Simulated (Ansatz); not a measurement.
Sn

```
Sn
1.0
     4.61049    0.00000    0.00000
    -2.30524    3.99280    0.00000
     0.00000    0.00000    7.58028
Sn
4
Cartesian
  2.3053 1.3309 0.4751
  0.0000 2.6619 4.2652
  2.3053 1.3309 3.3151
  0.0000 2.6619 7.1052
```

Space group P6₃/mmc.

Method: DFT PBEsol, scalar-relativistic, plane waves, PAW in Ansatz.

**What can the converged valence pseudo-density and electron localisation function tell about the bonding?**

Sn–Sn (2.84 Å): ρ is about 0.35 e/Å³ halfway; the ELF peaks at about 0.65 between the atoms.

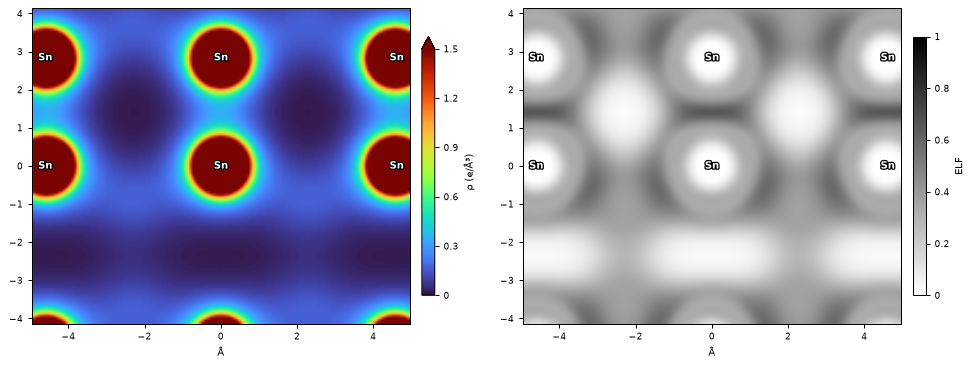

Computed valence pseudo-density and electron localisation function on the (010) plane of the conventional cell, in this order. 

The density is the valence pseudo-density of a PAW calculation; it isn't the true density close to the nuclei.
